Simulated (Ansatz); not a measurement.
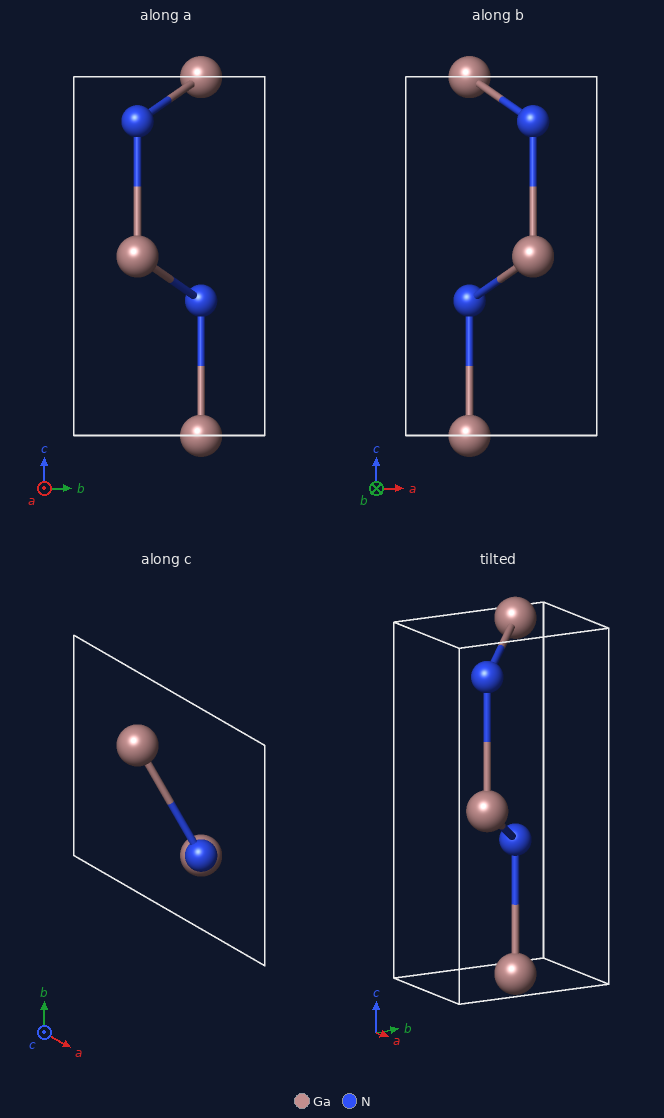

View along the a axis, along the b axis, along the c axis and slightly off an axis, drawn as a ball-and-stick model. The parallelepiped is the conventional unit cell.

Lattice parameters: a = 3.151 Å, b = 3.151 Å, c = 5.132 Å, α = 90.00°, β = 90.00°, γ = 120.00°.

**Give the structure in the form of a table of Wyckoff sites, with free fractional coordinates to two decimals.**

Space group P6_3mc (No. 186).
```tsv
atom	site	x	y	z
Ga	2b	0.3333	0.6667	0.00
N	2b	0.3333	0.6667	0.38
```

The cell started as a structure type filled with these elements by a generator (whether the compound takes this form wasn't checked). The cell was then strained or its atoms displaced on purpose. It went into a calculation with Ansatz.

At this level of theory the cell isn't at rest (compressed, at 6 GPa), so its distances can differ from those at equilibrium, the more so the softer the solid.
